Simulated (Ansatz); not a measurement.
**ZnSe (Stilleite): the PBE gap against the wavefunction cutoff**

How far can the wavefunction cutoff be lowered for the gap of ZnSe (Stilleite)?

Main program and level: Ansatz 0.2.0; DFT, PBE, plane waves, PAW.

## Step 1: Set-up

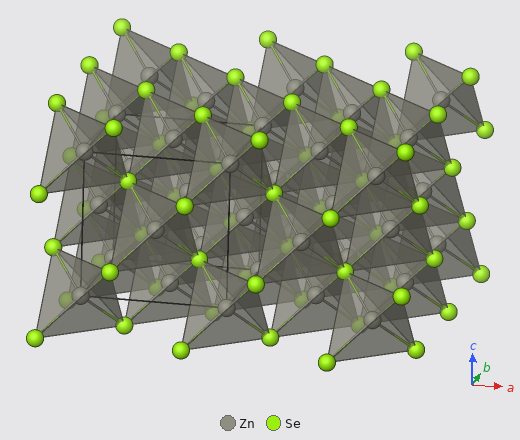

The cell as given, slightly off an axis (zinc grey, selenium green). 2×2×1 cells are drawn. This picture shows the conventional cell, with its axes. Some periodic images of atoms are drawn too.

The cell and positions come from the Crystallography Open Database and are kept as given unless a step says otherwise. The default PAW set here is soft_1. Its files were made with PBE.

## Step 2: Wavefunction cutoff: 190 eV

Contents of input.yaml:

```yaml
crystal:
  lattice:
    - [0.0, 2.8338, 2.8338]
    - [2.8338, 0.0, 2.8338]
    - [2.8338, 2.8338, 0.0]
  atoms:
    - { symbol: Zn, position: [0.0, 0.0, 0.0] }
    - { symbol: Se, position: [0.25, 0.25, 0.25] }
kpoints:
  mp_grid: { grid: [8, 8, 8] }
  band_path:
    path:
      - [0.0, 0.0, 0.0]
      - [-0.5, -0.5, 0.0]
      - [-0.375, -0.375, 0.25]
      - [-0.375, 0.0, 0.375]
      - [0.0, 0.0, 0.5]
      - [-0.5, -0.25, 0.25]
    npoints: 1
hamiltonian:
  xc: pbe
  pseudopotentials: { kind: paw, azcp: { folder: "./paw" } }
scf:
  occupations: { method: fermi_dirac, width: 0.02 }
  n_extra_bands: 4
  max_iter: 80
output:
  eigenvalues: true
  write_density: true
  write_potential: true
  elf: true
  volumetric_format: npy
basis:
  ecutwfc: 190.0
```

Run with:

```sh
ansatz run input.yaml --threads 3 --pin off --max-ram 92160MiB --backend cuda --events-out ev --progress --plain --runs-dir out --devices 1 --max-vram 13GiB
```

Numbers of over 12 decimals in the logs are rounded to 6 here.

Log:

```text
Warning: basis.ecutwfc = 190 eV is below the records' recommended 420 eV, and the density's cutoff is lower with it unless basis.ecutrho_ratio is high enough to keep the records' density cutoff: compare with a run at a higher cutoff
scf.n_extra_bands = 4 over 14 filled bands (N_el = 28.0): the run solves 18 bands
GPUs: using 1 of 1 available (devices: 1).
Engine: ansatz 0.2.0, x86_64-unknown-linux-gnu
Pseudopotentials: kind: paw
Pseudopotential: Zn, paw, valence charge 12, recommended cutoff 420 eV (normal), <dir>
Pseudopotential: Se, paw, valence charge 16, recommended cutoff 420 eV (normal), <dir>
Functional definition: PBE
  parameter kappa = 0.804
  parameter beta = 0.066725
  exchange = pbe_x(kappa = kappa, mu = beta*pi^2/3)
  correlation = pbe_c(beta = beta)
device memory: the entry about to start is reckoned to put 0.6 GiB on a device that reports 70.0 GiB free (of which the cap on the GPU budget leaves the run 13.0 GiB)
GPU FFT provider: cuFFT
GPU libraries: cuBLAS 13.8.2, cuFFT 12.4.0, cuSOLVER 12.3.4
Crystal: 2 atoms, lattice volume = 45.513 Å³
Basis set: ecut = 190 eV, 283 PW (Γ)
Bands: 18, of which v1, the nominal top of the filled ones, is band 14 counted from 1 (13 counted from 0)
Symmetry: 24 space group operations
Space group: F-43m (ITA 216), of the structure as read, at distance tolerance 3.6e-5 Å
k-points: 29 of 512 (time reversal used)
Non-local potential: Zn, projectors of the file, l = 0: 2, l = 1: 2, l = 2: 3, l = 3: 1
Non-local potential: Se, projectors of the file, l = 0: 2, l = 1: 2, l = 2: 3, l = 3: 1
PAW form: soft (Blöchl's): semilocal exchange-correlation on the pseudo side does not see the compensation charge
PAW one-centre angular grid: Zn, 590 points (default); XC on 64 Gauss nodes
PAW one-centre angular grid: Se, 590 points (default); XC on 64 Gauss nodes
Initial density: superposition of atomic densities (chi_scale 0.1, normalization cell, long waves kept (reshape's long-wave potential 0.00 eV rms))
Initial wavefunctions: pseudopotential atomic-orbital guess
GPU buffer pool allocated for 8000 grid points (all kernels)
GPU transforms: local potential and band sums: pruned to the plane-wave sphere, on 18×18×18
Functional: x = pbe(κ = 0.804, μ = 0.219515), c = pbe(β = 0.066725)
iter 1 solved again at ethr=1.39e-3 eV; its pass at ethr=3.10e-3 eV (dr2=3.88e-1 eV) is discarded
SCF iter   1: F=—  HF=-8776.698420 eV  |F-HF|=—  |Δ(HF+E_count)|=         —  Δρ=3.40e-2  dr2=3.92e-1  ethr=1.39e-3  ⟨swp⟩=1.0  Hψ=3103  notcnv=0
preconditioner: auto → none  [insulator: Δε(μ)=1.202 eV  Ē_g=12.502 eV  σ=0.020 eV  W_gap=1.00  n_scr=14 (ndim 8)  ℏωp=23.4 eV  f_vac=0.111  D(μ)=0.00/eV (n_scr^D=0)  ε∞_Penn≈4.5]
SCF iter   2: F=—  HF=-8774.797548 eV  |F-HF|=—  |Δ(HF+E_count)|=    1.90e0  Δρ=3.82e-2  dr2=4.03e-1  ethr=1.39e-3  ⟨swp⟩=2.6  Hψ=1061  notcnv=0
SCF iter   3: F=—  HF=-8774.598267 eV  |F-HF|=—  |Δ(HF+E_count)|=   1.99e-1  Δρ=6.91e-3  dr2=1.22e-2  ethr=1.39e-3  ⟨swp⟩=3.0  Hψ=1276  notcnv=0
SCF iter   4: F=—  HF=-8774.575573 eV  |F-HF|=—  |Δ(HF+E_count)|=   2.27e-2  Δρ=4.74e-3  dr2=6.68e-3  ethr=4.35e-5  ⟨swp⟩=2.3  Hψ=1171  notcnv=0
SCF iter   5: F=—  HF=-8774.573789 eV  |F-HF|=—  |Δ(HF+E_count)|=   1.78e-3  Δρ=8.39e-4  dr2=1.79e-4  ethr=2.39e-5  ⟨swp⟩=2.0  Hψ=871  notcnv=0
SCF iter   6: F=—  HF=-8774.573731 eV  |F-HF|=—  |Δ(HF+E_count)|=   5.86e-5  Δρ=6.83e-5  dr2=1.18e-6  ethr=6.39e-7  ⟨swp⟩=2.0  Hψ=703  notcnv=0
SCF iter   7: F=—  HF=-8774.573802 eV  |F-HF|=—  |Δ(HF+E_count)|=   7.16e-5  Δρ=7.86e-6  dr2=1.66e-8  ethr=3.57e-10  ⟨swp⟩=4.0  Hψ=1900  notcnv=0
SCF iter   8: F=-8774.573802 eV  HF=-8774.573802 eV  |F-HF|=4.73e-11  |Δ(HF+E_count)|=   6.22e-9  Δρ=4.98e-7  dr2=1.42e-10  ethr=5.92e-11  ⟨swp⟩=1.0  Hψ=1421  notcnv=0
SCF 1 converged in 8 iterations: F = -8774.573802 eV  dr2 = 1.42e-10
[...]
device memory: the entry about to start is reckoned to put 0.6 GiB on a device that reports 68.1 GiB free (of which the cap on the GPU budget leaves the run 13.0 GiB)
NSCF: frozen V_eff on 6 k-points
SCF converged after 8 iterations
Free energy (F): -8774.573802 eV
Harris-Foulkes:  -8774.573802 eV  (|F-HF|=4.73e-11)
Internal energy: -8774.573802 eV  (E = F + TS)
E sigma→0 (E₀):  -8774.573802 eV
Fermi energy:    6.926387 eV
--- Per-component energies (eV) ---
  E_band       = -446.620239
  E_kinetic    = 276.887421
  E_local      = -4871.308271  (includes V_loc(G=0)·N_el)
  E_nonlocal   = 548.758373
  E_hartree    = 2264.296851
  E_xc         = -164.282585
  E_vxc        = -142.234456  (∫ρ·V_xc dr)
  E_paw        = -4107.829972  (= ΣΔE_a)
  E_vpaw       = -787.163553  (= ΣTr[D̂ρ^β])
  E_aug_tail   = -0.152773  (compensation charges beyond the density's cutoff)
  E_ewald      = -2720.942845
  E_smearing   = -0.000000  (= −TS)
  E_closure    = -0.000000  (closes the sum)
  Σ components = -8774.573802   (vs F -8774.573802, Δ=0.00e0)
--- Band table (eV; the first three rows and the last of 29) ---
  k-point 0: bands = [... 10 lower, -1.7531, 6.1673, 6.1673, 6.1673, 7.6631, 12.7551, 12.7551, 12.7551]
  k-point 1: bands = [... 10 lower, -1.4793, 4.9012, 6.0508, 6.0508, 8.6527, 12.4866, 13.0492, 13.0492]
  k-point 2: bands = [... 10 lower, -1.5456, 3.2056, 5.7844, 5.7844, 9.2323, 13.0740, 13.3497, 13.3497]
  k-point 28: bands = [... 10 lower, -1.0202, 1.7976, 3.5694, 3.8695, 11.8182, 12.0110, 13.7290, 14.3660]
```

Elapsed: 16 s, on 1 × NVIDIA H100 80GB HBM3 (shared by 6 runs) with 3 threads of AMD EPYC 7R13 (Zen 3), shared host; peak memory 0.9 GiB; 2.6 s of CPU time.

In the SCF lines HF is the Harris–Foulkes energy and dr2 the Hartree energy of the density residual, in eV; the loop may stop once dr2 is under the threshold and the program's other checks hold. Hψ counts applications of the Hamiltonian.

Numbers from this step:

* gap: 1.496 eV
* valence top at: Γ
* conduction bottom at: Γ
* least direct gap: 1.496 eV

The gap is direct, at Γ.

## Step 3: Wavefunction cutoff: 290 eV

Changes to input.yaml since step 2:

```diff
@@ -23,3 +23,3 @@
 scf:
-  occupations: { method: fermi_dirac, width: 0.02 }
+  occupations: { method: fixed }
   n_extra_bands: 4
@@ -28,7 +28,3 @@
   eigenvalues: true
-  write_density: true
-  write_potential: true
-  elf: true
-  volumetric_format: npy
 basis:
-  ecutwfc: 190.0
+  ecutwfc: 290.0
```

Log:

```text
[...]
GPUs: using 1 of 1 available (devices: 1).
[...]
GPU FFT provider: cuFFT
GPU libraries: cuBLAS 13.8.2, cuFFT 12.4.0, cuSOLVER 12.3.4
Crystal: 2 atoms, lattice volume = 45.513 Å³
Basis set: ecut = 290 eV, 531 PW (Γ)
Bands: 18, of which v1, the nominal top of the filled ones, is band 14 counted from 1 (13 counted from 0)
[... 1 set-up line as in the run before ...]
[...]
Fermi energy:    6.519379 eV
[...]
--- Band table (eV; the first three rows and the last of 29) ---
  k-point 0: bands = [... 10 lower, 0.2702, 6.5194, 6.5194, 6.5194, 7.8213, 12.3712, 12.3712, 12.3712]
  k-point 1: bands = [... 10 lower, 0.2698, 5.2069, 6.3691, 6.3691, 8.8066, 12.3021, 12.6249, 12.6249]
  k-point 2: bands = [... 10 lower, 0.2750, 3.4785, 6.0477, 6.0477, 9.2893, 13.0036, 13.0036, 13.1061]
  k-point 28: bands = [... 10 lower, 0.5692, 1.8532, 3.7640, 3.8772, 12.0134, 12.0912, 13.5259, 14.2592]
[key lines of the parts left out:]
SCF converged after 8 iterations
Free energy (F): -8789.321232 eV
```

Wall time 14 s (1 × NVIDIA H100 80GB HBM3 (shared by 6 runs) with 3 threads); peak memory 0.88 GiB.

This step gave:

```yaml
gap: 1.302 eV
valence_top_at: Γ
conduction_bottom_at: Γ
least_direct_gap: 1.302 eV
```

The gap is 1.302 eV, −0.194 eV from the run before at this level.

## Step 4: Wavefunction cutoff: 420 eV (the default)

input.yaml, the sections that differ from step 3:

```yaml
kpoints:
  mp_grid: { grid: [8, 8, 8] }
  band_path:
    path:
      - [[0.0, 0.0, 0.0], [-0.5, -0.5, 0.0], [-0.375, -0.375, 0.25]]
      - [[-0.375, 0.0, 0.375], [0.0, 0.0, 0.0], [0.0, 0.0, 0.5], [-0.5, -0.25, 0.25], [-0.5, -0.5, 0.0]]
    npoints: 10
scf:
  occupations: { method: fermi_dirac, width: 0.02 }
  n_extra_bands: 4
output:
  eigenvalues: true
  write_density: true
  write_potential: true
  elf: true
  volumetric_format: npy
# crystal, hamiltonian: as in step 3
# basis: removed
```

Log:

```text
[...]
GPUs: using 1 of 1 available (devices: 1).
[...]
GPU FFT provider: cuFFT
GPU libraries: cuBLAS 13.8.2, cuFFT 12.4.0, cuSOLVER 12.3.4
Crystal: 2 atoms, lattice volume = 45.513 Å³
Basis set: ecut = 420 eV, 893 PW (Γ)
Bands: 18, of which v1, the nominal top of the filled ones, is band 14 counted from 1 (13 counted from 0)
[... 1 set-up line as in the run before ...]
[...]
Fermi energy:    7.194677 eV
[...]
--- Band table (eV; the first three rows and the last of 29) ---
  k-point 0: bands = [... 10 lower, 0.3716, 6.5414, 6.5414, 6.5414, 7.8259, 12.3501, 12.3501, 12.3501]
  k-point 1: bands = [... 10 lower, 0.3702, 5.2251, 6.3894, 6.3894, 8.8110, 12.2887, 12.6037, 12.6037]
  k-point 2: bands = [... 10 lower, 0.3717, 3.4972, 6.0644, 6.0644, 9.2857, 12.9823, 12.9823, 13.1020]
  k-point 28: bands = [... 10 lower, 0.6714, 1.8564, 3.7810, 3.8790, 12.0240, 12.0861, 13.5097, 14.2540]
[key lines of the parts left out:]
SCF converged after 8 iterations
Free energy (F): -8789.537778 eV
```

Run time: 17 s. Hardware: 1 × NVIDIA H100 80GB HBM3 (shared by 6 runs) with 3 threads; peak memory 0.91 GiB.

Numbers from this step:

- gap: 1.285 eV
- valence top at: Γ
- conduction bottom at: Γ
- least direct gap: 1.285 eV

The gap is 1.285 eV, −0.017 eV from the run before at this level.

## Step 5: Wavefunction cutoff: 630 eV

input.yaml, the sections that differ from step 4:

```yaml
kpoints:
  mp_grid: { grid: [8, 8, 8] }
  band_path:
    path:
      - [0.0, 0.0, 0.0]
      - [-0.5, -0.5, 0.0]
      - [-0.375, -0.375, 0.25]
      - [-0.375, 0.0, 0.375]
      - [0.0, 0.0, 0.5]
      - [-0.5, -0.25, 0.25]
    npoints: 1
scf:
  occupations: { method: fixed }
  n_extra_bands: 4
  max_iter: 80
basis:
  ecutwfc: 630.0
# crystal, hamiltonian, output: as in step 4
```

Log:

```text
[...]
GPUs: using 1 of 1 available (devices: 1).
[...]
GPU FFT provider: cuFFT
GPU libraries: cuBLAS 13.8.2, cuFFT 12.4.0, cuSOLVER 12.3.4
Crystal: 2 atoms, lattice volume = 45.513 Å³
Basis set: ecut = 630 eV, 1639 PW (Γ)
Bands: 18, of which v1, the nominal top of the filled ones, is band 14 counted from 1 (13 counted from 0)
[... 1 set-up line as in the run before ...]
[...]
Fermi energy:    6.539342 eV
[...]
--- Band table (eV; the first three rows and the last of 29) ---
  k-point 0: bands = [... 10 lower, 0.3668, 6.5393, 6.5393, 6.5393, 7.8256, 12.3489, 12.3489, 12.3489]
  k-point 1: bands = [... 10 lower, 0.3655, 5.2234, 6.3874, 6.3874, 8.8104, 12.2876, 12.6026, 12.6026]
  k-point 2: bands = [... 10 lower, 0.3669, 3.4956, 6.0626, 6.0626, 9.2851, 12.9810, 12.9810, 13.1008]
  k-point 28: bands = [... 10 lower, 0.6666, 1.8557, 3.7792, 3.8777, 12.0220, 12.0858, 13.5083, 14.2522]
[key lines of the parts left out:]
SCF converged after 8 iterations
Free energy (F): -8789.542489 eV
```

Run time: 15 s. Hardware: 1 × NVIDIA H100 80GB HBM3 (shared by 6 runs) with 3 threads; peak memory 0.9 GiB; 3.4 s of CPU time.

This step gave:

| Quantity | Value |
| --- | --- |
| gap | 1.286 eV |
| valence top at | Γ |
| conduction bottom at | Γ |
| least direct gap | 1.286 eV |

The gap is 1.286 eV, +0.002 eV from the run before at this level.

## Step 6: The series

Differences are against the last row; a negative gap means that bands overlap, and a run with a band path holds that path's time. Times are wall times on 1 × NVIDIA H100 80GB HBM3 (shared by 6 runs) with 3 threads of AMD EPYC 7R13 (Zen 3), shared host, good to a factor of about two.

| wavefunction cutoff | gap (eV) | direct gap (eV) | gap error (eV) | energy error (meV/atom) | irreducible k | time |
| --- | --- | --- | --- | --- | --- | --- |
| 190 eV | 1.496 | 1.496 | +0.210 | +7484.3 | 29 | 16 s |
| 290 eV | 1.302 | 1.302 | +0.016 | +110.6 | 29 | 14 s |
| 420 eV | 1.285 | 1.285 | −0.002 | +2.4 | 29 | 17 s |
| 630 eV | 1.286 | 1.286 | +0.000 | +0.0 | 29 | 15 s |

## Step 7: Results

- 190 eV: 1.496 eV
- 290 eV: 1.302 eV
- 420 eV: 1.285 eV
- 630 eV: 1.286 eV

In words: The gap holds to 0.02 eV from 290 eV on. At 190 eV the gap is off by +0.210 eV and the energy by +7484 meV/atom.

[Paths, hosts, dates, memory and timing lines, banners, echoed tables and standing remarks are left out of the program output.]

[Logs are printed without paths, hosts, clocks, repeated set-up lines and the standing remarks that a program may print on its own settings, such as how far it seeks lower states.]

[Runs of the session that timed out or met a known fault of the program may be left out.]

[Cells called generated may have been cut or substituted from an entry of the Crystallography Open Database or the Materials Project.]

[Hosts, paths, dates, database ids (printed as entryN), source tags and the programs' standing remarks are cut or masked in the printed files.]
